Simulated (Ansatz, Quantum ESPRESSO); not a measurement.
# SrO, rock salt type, strained in the (001) plane: the peak of the slowest decay at Γ at a withheld member of a series

How the rows were computed: Quantum ESPRESSO 7.5, PBE, GBRV ultrasoft. The cubic cell is relaxed first; each member is held at its strain in the plane while the axis along [001] relaxes. pwcond (ikind = 0) gives the complex bands along [001] at three points across. Fixed occupations. The series steps biaxial strain in the plane.

| biaxial strain in the plane | peak of the slowest decay at Γ (1/Å) |
| --- | --- |
| -4 % | 0.2690 |
| -3 % | 0.2690 |
| -2 % | 0.2690 |
| -1 % | 0.2680 |
| 0 % | 0.2670 |
| 1 % | 0.2650 |
| 2 % | 0.2640 |
| 3 % | 0.2620 |

To predict: What is the peak of the slowest decay at Γ at 4 %?

By hand: The rows at 2 % and 3 % give a slope of (0.2620 − (0.2640))/(3 − (2)) = −0.002, so a straight line gives 0.2600 1/Å. A parabola through these and the row at 1 % gives 0.2590 1/Å.

**The withheld run.** 0.2590 1/Å. The line misses by +0.0010 and the parabola by 0.0000 1/Å. The parabola does better.

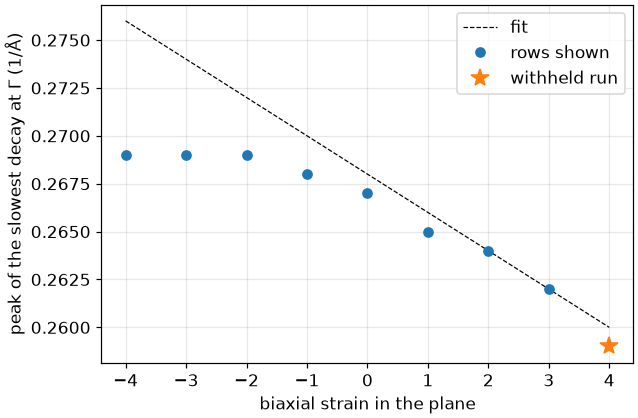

The rows shown, the fit and the withheld run.

**Limits.** Atoms keep their symmetric sites, so polar or tilted distortions are left out; semilocal gaps and decay constants are too small; no spin-orbit coupling; three points across.
